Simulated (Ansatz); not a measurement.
Single-point calculation of MoS2 (part 2 of 2)

Continued. System: MoS2 (54 atoms in the cell). Method: DFT PBE, scalar-relativistic, plane waves, PAW, no spin polarisation (Ansatz 0.2.0); cutoff 420 eV, 3×3×1 k-mesh, Gaussian smearing of 0.05 eV. The structure derives from a Materials Project entry.

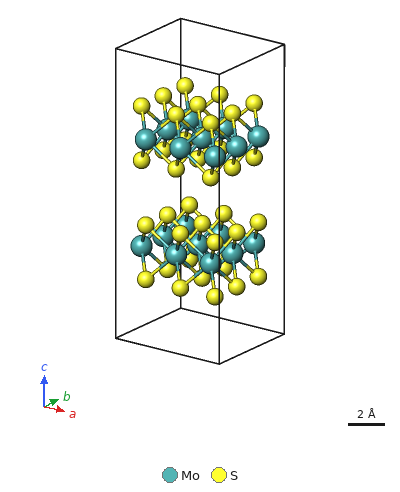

Figure 1. The input geometry (ball-and-stick view of the cell of the calculation, with the vacuum cut short, seen slightly off an axis). An atom can appear more than once, as a periodic image.

## The program's output, continued
```
--- Per-component energies (eV) ---
  E_band       = -6118.207140
  E_kinetic    = 11802.292835
  E_local      = -221832.537676  (includes V_loc(G=0)·N_el)
  E_nonlocal   = 3584.381887
  E_hartree    = 105186.702877
  E_xc         = -6810.082544
  E_vxc        = -7285.660469  (∫ρ·V_xc dr)
  E_paw        = -79227.460765  (= ΣΔE_a)
  E_vpaw       = -2760.019858  (= ΣTr[D̂ρ^β])
  E_aug_tail   = 0.000768  (compensation charges beyond the density's cutoff)
  E_ewald      = 65566.165657
  E_smearing   = -0.000000  (= −TS)
  E_closure    = -0.000000  (closes the sum)
  Σ components = -121730.536962   (vs F -121730.536962, Δ=0.00e0)
--- Forces (eV/Å), atoms counted from 1 ---
  atom   1  Mo    -0.00000000    -0.00000000    -0.00162354
  atom   2  Mo    -0.00000000    -0.00000000    -0.00162354
  atom   3  Mo     0.00000000    -0.00000000    -0.00162354
  atom   4  Mo    -0.00000000    -0.00000000    -0.00162354
  atom   5  Mo     0.00000000    -0.00000000    -0.00162354
  atom   6  Mo    -0.00000000    -0.00000000    -0.00162354
  atom   7  Mo    -0.00000000    -0.00000000    -0.00162354
  atom   8  Mo     0.00000000    -0.00000000    -0.00162354
  atom   9  Mo     0.00000000    -0.00000000    -0.00162354
  atom  10  Mo    -0.00000000     0.00000000     0.00162354
  atom  11  Mo    -0.00000000     0.00000000     0.00162354
  atom  12  Mo    -0.00000000     0.00000000     0.00162354
  atom  13  Mo    -0.00000000     0.00000000     0.00162354
  atom  14  Mo    -0.00000000     0.00000000     0.00162354
  atom  15  Mo    -0.00000000     0.00000000     0.00162354
  atom  16  Mo    -0.00000000     0.00000000     0.00162354
  atom  17  Mo    -0.00000000     0.00000000     0.00162354
  atom  18  Mo    -0.00000000     0.00000000     0.00162354
  atom  19  S      0.00000000    -0.00000000     0.23411812
  atom  20  S      0.00000000    -0.00000000     0.23411812
  atom  21  S      0.00000000    -0.00000000     0.23411812
  atom  22  S      0.00000000    -0.00000000     0.23411812
  atom  23  S      0.00000000    -0.00000000     0.23411812
  atom  24  S      0.00000000    -0.00000000     0.23411812
  atom  25  S      0.00000000    -0.00000000     0.23411812
  atom  26  S      0.00000000    -0.00000000     0.23411812
  atom  27  S      0.00000000    -0.00000000     0.23411812
  atom  28  S      0.00000000     0.00000000     0.17480985
  atom  29  S      0.00000000     0.00000000     0.17480985
  atom  30  S      0.00000000     0.00000000     0.17480985
  atom  31  S      0.00000000     0.00000000     0.17480985
  atom  32  S      0.00000000     0.00000000     0.17480985
  atom  33  S      0.00000000     0.00000000     0.17480985
  atom  34  S      0.00000000     0.00000000     0.17480985
  atom  35  S      0.00000000     0.00000000     0.17480985
  atom  36  S      0.00000000     0.00000000     0.17480985
  atom  37  S     -0.00000000    -0.00000000    -0.17480985
  atom  38  S     -0.00000000    -0.00000000    -0.17480985
  atom  39  S     -0.00000000    -0.00000000    -0.17480985
  atom  40  S     -0.00000000    -0.00000000    -0.17480985
  atom  41  S     -0.00000000    -0.00000000    -0.17480985
  atom  42  S     -0.00000000    -0.00000000    -0.17480985
  atom  43  S     -0.00000000    -0.00000000    -0.17480985
  atom  44  S     -0.00000000    -0.00000000    -0.17480985
  atom  45  S     -0.00000000    -0.00000000    -0.17480985
  atom  46  S      0.00000000    -0.00000000    -0.23411812
  atom  47  S      0.00000000     0.00000000    -0.23411812
  atom  48  S      0.00000000     0.00000000    -0.23411812
  atom  49  S      0.00000000     0.00000000    -0.23411812
  atom  50  S      0.00000000     0.00000000    -0.23411812
  atom  51  S      0.00000000     0.00000000    -0.23411812
  atom  52  S      0.00000000     0.00000000    -0.23411812
  atom  53  S     -0.00000000     0.00000000    -0.23411812
  atom  54  S     -0.00000000     0.00000000    -0.23411812
  max |Σ_I F_I| component: 3.33e-16 eV/Å
--- Band table (eV) ---
  k-point 0: bands = ["-57.7056", "-57.7056", "-57.6776", "-57.6776", "-57.6776", "-57.6776", "-57.6776", "-57.6776", "-57.6776", "-57.6776", ... 61 levels left out ..., "-31.6420", "-10.9974", "-10.9271", "-9.6860", "-9.6860", "-9.6860", "-9.6860", "-9.6860", "-9.6860", "-9.6742", "-9.6321", "-9.6321", "-9.6321", "-9.6321", "-9.6321", "-9.6321", "-9.5555", "-9.1338", "-9.1338", "-9.1338", "-9.1338", "-9.1338", "-9.1338", "-9.0701", "-9.0701", "-9.0701", "-9.0701", "-9.0701", "-9.0701",
      "-8.8366", "-8.8366", "-8.8366", "-8.8366", "-8.7403", "-8.7403", "-8.7403", "-8.7403", "-2.6529", "-2.3156", "-2.2947", "-2.2947", "-2.2509", "-2.2509", "-2.1801", "-2.1801", "-2.1801", "-2.1801", "-2.1801", "-2.1801", "-2.0583", "-2.0583", "-2.0583", "-2.0583", "-2.0583", "-2.0583", "-1.4441", "-1.4441", "-1.4441", "-1.4441", "-1.1237", "-1.1237", "-1.1237", "-1.1237", "-1.1237", "-1.1237", "-0.9863", "-0.9863", "-0.9863", "-0.9863",
      "-0.9863", "-0.9863", "-0.9589", "-0.9589", "-0.8870", "-0.8870", "-0.8170", "-0.8170", "-0.8170", "-0.8170", "-0.8170", "-0.8170", "-0.6355", "-0.6355", "-0.6355", "-0.6355", "-0.6355", "-0.6355", "-0.4279", "-0.4279", "-0.4279", "-0.4279", "0.2571", "0.2571", "0.2571", "0.2571", "0.2571", "0.2571", "0.2754", "0.2754", "0.2754", "0.2754", "0.2754", "0.2754", "0.2914", "0.2914", "0.2914", "0.2914", "0.4813", "0.4813",
      "0.4844", "0.4844", "1.0250", "1.0524", "1.0524", "1.0524", "1.0524", "1.4622", "1.4622", "1.4622", "1.4622", "1.4622", "1.4622", "1.5987", "1.5987", "1.6095", "1.6095", "1.6680", "1.6680", "1.6680", "1.6680", "1.6680", "1.6680", "1.7246", "1.7246", "1.7246", "1.7246", "1.7246", "1.7246", "1.7532", "1.7532", "1.7532", "1.7532", "1.7532", "1.7532", "1.8198", "2.1607", "2.1607", "2.1607", "2.1607",
      "2.1607", "2.1607", "2.2401", "2.2401", "2.2401", "2.2401", "2.2401", "2.2401", "3.0491", "3.1014", "3.1014", "3.1488", "3.1488", "3.5340", "4.7839", "4.7839", "4.7839", "4.7839", "5.3517", "5.3517", "5.3517", "5.3517", "5.3517", "5.3517", "5.3942", "5.3942", "5.3942", "5.3942", "5.3942", "5.3942", "5.3954", "5.3954", "5.3954", "5.3954", "5.3954", "5.3954", "5.6686", "5.6686", "5.6686", "5.6686",
      "5.6686", "5.6686", "5.9141", "5.9141", "5.9219", "5.9219", "6.0871", "6.0871", "6.1750", "6.1750", "6.2177"]
  k-point 1: bands = ["-57.7013", "-57.7013", "-57.6902", "-57.6902", "-57.6817", "-57.6817", "-57.6817", "-57.6817", "-57.6713", "-57.6713", ... 61 levels left out ..., "-31.6521", "-10.8169", "-10.7474", "-10.3262", "-10.2608", "-9.9095", "-9.9095", "-9.8502", "-9.8502", "-9.5990", "-9.4870", "-9.3953", "-9.3234", "-9.3234", "-9.3024", "-9.2813", "-9.2813", "-9.2211", "-9.2211", "-9.1912", "-9.1575", "-9.1458", "-9.1458", "-8.9832", "-8.9832", "-8.9801", "-8.9801", "-8.9597", "-8.9597",
      "-8.9374", "-8.9359", "-8.9359", "-8.9058", "-8.8181", "-8.8181", "-8.7966", "-8.7966", "-2.5995", "-2.5118", "-2.4531", "-2.2919", "-2.2919", "-2.2007", "-2.2007", "-2.1187", "-2.0525", "-2.0470", "-2.0470", "-2.0056", "-2.0056", "-1.9981", "-1.9981", "-1.9584", "-1.9584", "-1.9425", "-1.9425", "-1.7794", "-1.7794", "-1.7689", "-1.6009", "-1.5199", "-1.4856", "-1.4856", "-1.4434", "-1.4434", "-0.9792", "-0.8194", "-0.8194", "-0.8161",
      "-0.8161", "-0.7830", "-0.7399", "-0.7399", "-0.6932", "-0.6932", "-0.6472", "-0.6472", "-0.6362", "-0.6362", "-0.6159", "-0.6082", "-0.6082", "-0.5539", "-0.5521", "-0.5521", "-0.3063", "-0.0923", "-0.0923", "-0.0900", "-0.0381", "-0.0381", "-0.0234", "-0.0041", "0.0155", "0.0155", "0.0292", "0.0292", "0.0991", "0.1051", "0.1051", "0.1065", "0.1593", "0.1593", "0.1923", "0.1923", "0.2673", "0.2673", "0.4790", "0.6684",
      "0.6739", "0.7603", "0.7764", "0.8305", "1.1581", "1.1710", "1.2451", "1.2451", "1.2568", "1.2568", "1.2583", "1.2583", "1.2705", "1.2705", "1.2925", "1.3194", "1.3194", "1.3228", "1.3357", "1.3831", "1.3831", "1.3915", "1.5141", "1.5141", "1.6009", "1.6009", "1.8128", "1.8998", "1.9418", "1.9418", "2.0736", "2.0824", "2.0824", "2.1174", "2.1200", "2.2662", "2.3326", "2.3326", "2.3550", "2.3550",
      "2.4124", "2.4662", "2.4662", "2.4779", "2.4970", "2.4970", "2.5838", "2.6511", "2.8042", "2.8042", "2.8490", "2.8490", "2.9821", "3.3199", "5.0350", "5.0350", "5.1403", "5.1403", "5.1978", "5.1978", "5.2426", "5.2815", "5.2815", "5.2987", "5.2987", "5.3608", "5.3786", "5.4457", "5.4457", "5.5437", "5.5626", "5.5626", "5.5825", "5.6410", "5.7002", "5.7002", "5.7123", "5.7123", "5.7123", "5.7470",
      "5.7521", "5.7826", "5.7894", "5.7894", "5.8688", "5.8826", "5.9005", "5.9085", "5.9085", "5.9682", "6.0231"]
  k-point 2: bands = ["-57.6936", "-57.6936", "-57.6936", "-57.6936", "-57.6936", "-57.6936", "-57.6721", "-57.6721", "-57.6721", "-57.6721", ... 61 levels left out ..., "-31.6739", "-10.4806", "-10.4806", "-10.4806", "-10.4136", "-10.4136", "-10.4136", "-9.4588", "-9.4588", "-9.4588", "-9.3780", "-9.3780", "-9.3780", "-9.3596", "-9.3596", "-9.3596", "-9.3326", "-9.3326", "-9.3326", "-9.0570", "-9.0570", "-9.0570", "-9.0314", "-9.0314", "-9.0314", "-8.9932", "-8.9932", "-8.9932", "-8.9435",
      "-8.9435", "-8.9435", "-8.8713", "-8.8713", "-8.8713", "-8.8495", "-8.8495", "-8.8495", "-2.4875", "-2.4875", "-2.4875", "-2.4042", "-2.4042", "-2.4042", "-2.1341", "-2.1341", "-2.1341", "-2.0336", "-2.0336", "-2.0336", "-1.9382", "-1.9382", "-1.9382", "-1.8190", "-1.8190", "-1.8190", "-1.7912", "-1.7912", "-1.7912", "-1.7678", "-1.7678", "-1.7678", "-1.4369", "-1.4369", "-1.4369", "-1.4008", "-1.4008", "-1.4008", "-0.9646", "-0.9646",
      "-0.9646", "-0.7775", "-0.7775", "-0.7775", "-0.5770", "-0.5770", "-0.5770", "-0.4812", "-0.4812", "-0.4812", "-0.4134", "-0.4134", "-0.4134", "-0.4071", "-0.4071", "-0.4071", "-0.2303", "-0.2303", "-0.2303", "-0.0687", "-0.0687", "-0.0687", "-0.0197", "-0.0197", "-0.0197", "-0.0025", "-0.0025", "-0.0025", "-0.0019", "-0.0019", "-0.0019", "0.2750", "0.2750", "0.2750", "0.6057", "0.6057", "0.6057", "0.6354", "0.6354", "0.6354",
      "0.6538", "0.6538", "0.6538", "0.6938", "0.6938", "0.6938", "0.9732", "0.9732", "0.9732", "0.9806", "0.9806", "0.9806", "1.2709", "1.2709", "1.2709", "1.3649", "1.3649", "1.3649", "1.3820", "1.3820", "1.3820", "1.4272", "1.4272", "1.4272", "1.7637", "1.7637", "1.7637", "1.8012", "1.8012", "1.8012", "2.1047", "2.1047", "2.1047", "2.3862", "2.3862", "2.3862", "2.4431", "2.4431", "2.4431", "2.4514",
      "2.4514", "2.4514", "2.7061", "2.7061", "2.7061", "2.7431", "2.7431", "2.7431", "2.7549", "2.7549", "2.7549", "2.8672", "2.8672", "2.8672", "5.1653", "5.1653", "5.1653", "5.2597", "5.2597", "5.2597", "5.3617", "5.3617", "5.3617", "5.4006", "5.4006", "5.4006", "5.4948", "5.4948", "5.4948", "5.5011", "5.5011", "5.5011", "5.6012", "5.6012", "5.6012", "5.6810", "5.6810", "5.6810", "5.7113", "5.7113",
      "5.7113", "5.7284", "5.7284", "5.7284", "5.7456", "5.7456", "5.7456", "5.8382", "5.8382", "5.8382", "5.9594"]
```

## Summary

| quantity | value |
| --- | --- |
| outcome | converged |
| space group (tolerance 0.01 Å) | P-3m1 (164) |
| electrons treated | 468 |
| free energy | −121730.5370 eV |
| Fermi energy | 4.158 eV |
| gap on the k-point mesh | 1.25 eV |
| largest force (length of the vector) | 0.234 eV/Å |
| hardware | 8 threads of Arm Neoverse V2, 24 GiB of memory available, shared host |
| wall time | 16 s (CPU time 2 min) |
| peak memory | 6.6 GiB |

## Remarks

The program warns: the structure was made exactly symmetric.
